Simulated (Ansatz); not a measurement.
## Electronic structure of BiSe4 in real space

Input

```
crystal:
  lattice:
    - [0.0, 5.2250227289, 5.2250227289]
    - [5.2250227289, 0.0, 5.2250227289]
    - [5.2250227289, 5.2250227289, 0.0]
  atoms:
    - { symbol: Bi, position: [0.5, 0.5, 0.5] }
    - { symbol: Bi, position: [0.75, 0.75, 0.75] }
    - { symbol: Se, position: [0.3478107006, 0.3478107006, 0.3478107006] }
    - { symbol: Se, position: [0.3478107006, 0.3478107006, 0.9565678983] }
    - { symbol: Se, position: [0.3478107006, 0.9565678983, 0.3478107006] }
    - { symbol: Se, position: [0.9565678983, 0.3478107006, 0.3478107006] }
    - { symbol: Se, position: [0.9021892994, 0.9021892994, 0.2934321017] }
    - { symbol: Se, position: [0.9021892994, 0.9021892994, 0.9021892994] }
    - { symbol: Se, position: [0.9021892994, 0.2934321017, 0.9021892994] }
    - { symbol: Se, position: [0.2934321017, 0.9021892994, 0.9021892994] }
basis:
  ecutwfc: 420
kpoints:
  mp_grid: { grid: [6, 6, 6] }
hamiltonian:
  xc: pbe
scf:
  occupations: { method: gaussian, width: 0.1 }
output:
  forces: true
  stress: true
  eigenvalues: true
  write_density: true
  write_potential: true
  elf: true
  volumetric_format: npy
relax:
  adjacent_minimum: "off"
  f_tol: 0.01
  max_steps: 80
  cell: { stress_tol: 0.05 }
```

Launched as:

```sh
ansatz run input.yaml --threads 1 --pin off --max-ram 2560MiB --backend cpu --events-out ev --progress --plain --runs-dir out
```

Below, planes, directions and counts refer to the conventional cell (a = 10.45 Å, b = 10.45 Å, c = 10.45 Å, α = 90.00°, β = 90.00°, γ = 90.00°).

Space group Fd-3m; a structure generated by program, which may or may not match a known phase.

Method: DFT PBE, scalar-relativistic, plane waves, PAW (Ansatz).

Core electrons are frozen (PAW), and the valence fields are smoothed inside the atomic spheres.

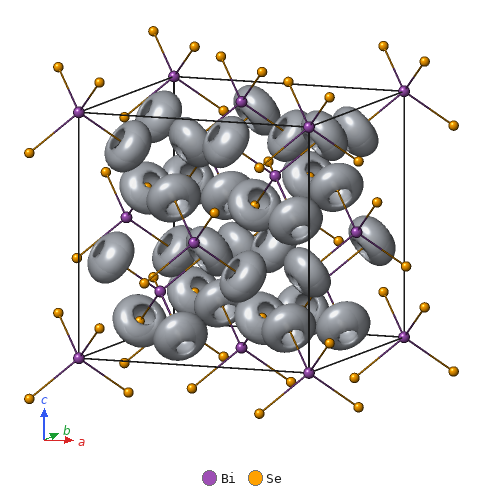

Figure 1. Isosurface of the ELF at 0.75 (grey), seen slightly off an axis. Core shells and regions of very low density are left out. Sticks mark near contacts.

Q: Identify the bonds, lone pairs and shells in this picture.

A: The surface consists of 32 regions wrapped around Se (the valence shell of each), counted in one cell of 40 atoms. Any copies at cell faces, edges or corners count once. Profiles from the grid: Bi–Se (2.76 Å): the ELF is about 0.45 at the midpoint.

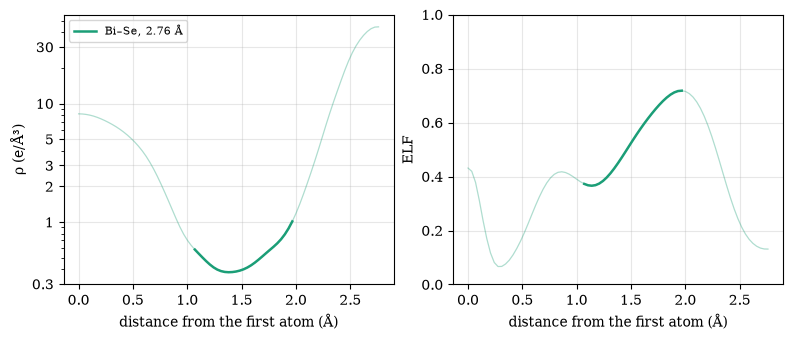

Figure 2. Valence charge density (pseudo) and ELF along straight lines between neighbouring atoms. Thin, pale parts lie inside the atomic spheres.

Q: What can be read from the curves?

A: Bi–Se (2.76 Å): the density is about 0.38 e/Å³ at the midpoint; the ELF is about 0.45 at the midpoint.

Q: Does the calculation give a band gap?

A: It is metallic or semimetallic at this level of theory: no gap opens.
